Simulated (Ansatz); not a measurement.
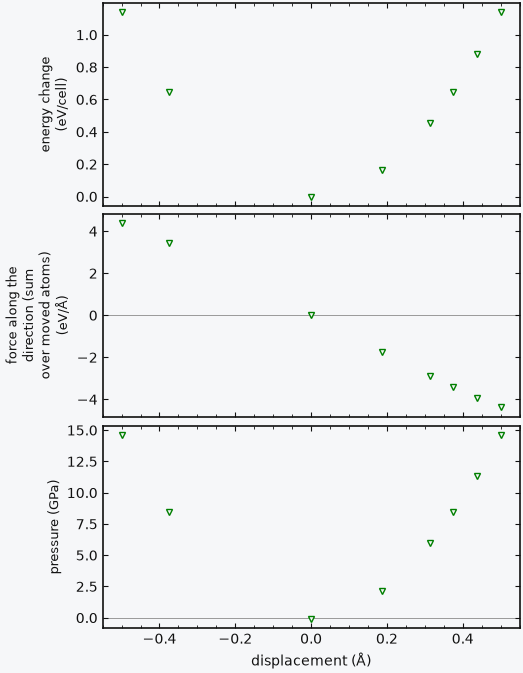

The picture above shows the energy change, force along the direction (sum over moved atoms) and pressure against displacement for Si₂Ni, space group Fm-3m (No. 225).

Starting cell:
```yaml
crystal:
  lattice:
    - [0.00000, 2.72341, 2.72341]
    - [2.72341, 0.00000, 2.72341]
    - [2.72341, 2.72341, 0.00000]
  atoms:
    - { symbol: Si, position: [0.25000, 0.25000, 0.25000] }
    - { symbol: Si, position: [0.75000, 0.75000, 0.75000] }
    - { symbol: Ni, position: [0.00000, 0.00000, 0.00000] }
```

Method: all atoms of one element of a crystal moved along a line, all else fixed, by plane-wave density functional theory with PAW datasets, free energies less that of the undisturbed cell, pressure positive in compression; scalar-relativistic (Ansatz 0.2.0). Level: PBE, no spin polarisation.

```
       setting                              value
   wave cutoff                             420 eV
        k mesh                           16×16×16
   occupations                           Gaussian
smearing width                            0.15 eV
       k shift             (0, 0, 0) (mesh steps)
         start                            relaxed
 moved element                                 Si
     direction  (1, 0, 0) (Cartesian unit vector)
```

The points at displacement −0.375, −0.125, 0.25 and 0.5 follow from computed ones by symmetry.

The points at displacement −0.2500 Å, −0.1250 Å, 0.0625 Å, 0.1250 Å and 0.2500 Å are left out of the plot. What values does the calculation give there?

```csv
displacement (Å),energy change (eV/cell),force along the direction (sum over moved atoms) (eV/Å),pressure (GPa)
-0.2500,0.29,2.31,3.8
-0.1250,0.07,1.16,0.9
0.0625,0.02,-0.58,0.1
0.1250,0.07,-1.16,0.9
0.2500,0.29,-2.31,3.8
```

Caveats: no spin polarisation, a magnetic state may lie lower.
